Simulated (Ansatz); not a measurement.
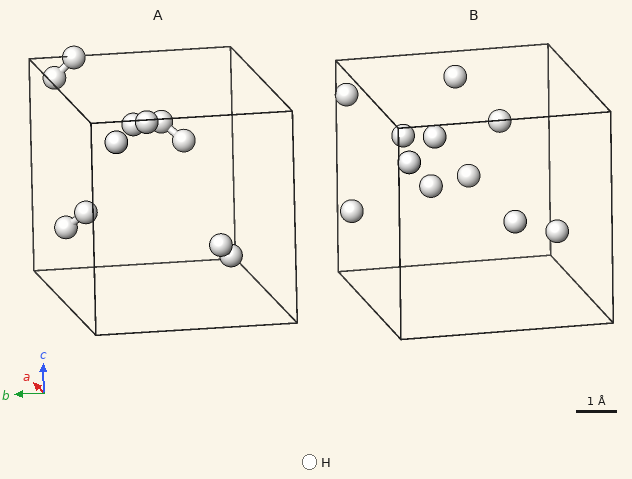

Two geometries of an amorphous cell of composition H (coarse preliminary run), drawn at one scale. One is the start of a relaxation, the other its converged end. A ball-and-stick model of the cell of the calculation, seen from a free direction.

The calculation used Ansatz, DFT PBE, scalar-relativistic, plane waves, PAW. Settings: plane-wave cutoff 420 eV; k-point mesh 2 × 2 × 2; occupations gaussian; smearing width 0.1 eV; mesh shifted by (0.5, 0.5, 0.5); no spin polarisation; cell and atoms relaxed; force threshold 0.04 eV/Å; at most 70 steps.

Q: Which geometry has the lower energy?

A: Structure A is the relaxed one. Case: atoms packed at random at 1.16 times the crystal's volume. The energy falls by 19.058 eV per cell of the calculation in 31 accepted moves (35 points after the start). Largest force component: 2.3 eV/Å at the start, 0.021 eV/Å at the end. The pressure goes from −8.11 to 0.04 GPa. The line search rejected the trial steps at points 12, 20, 27 of the run. The SCF was repeated once at an unchanged geometry on a basis and grid sized afresh for the cell, which shifted the energy by 3.2 meV per cell of the calculation at most. The atom that moves furthest relative to the cell is an H atom (1.83 Å roughly along [2 3 1]). The drawn cell changes at constant volume: a 5.761 → 5.969 Å (+3.6 %), b 5.699 → 5.447 Å (−4.4 %), c 5.572 → 5.641 Å (+1.3 %), α 88.5° → 86.1°, β 87.5° → 90.6°, γ 92.8° → 94.8°. Near-neighbour distances that change, for instance: H–H 2.796 → 0.751 Å, H–H 2.110 → 0.751 Å, H–H 2.018 → 0.751 Å, H–H 1.666 → 0.750 Å. New bonds form: H–H (1.60 → 0.75 Å), H–H (1.67 → 0.75 Å), H–H (2.02 → 0.75 Å), H–H (2.11 → 0.75 Å).

Limits of the set-up: the periodic images lie only 5.6 Å apart, so the values are limited by the cell's size.
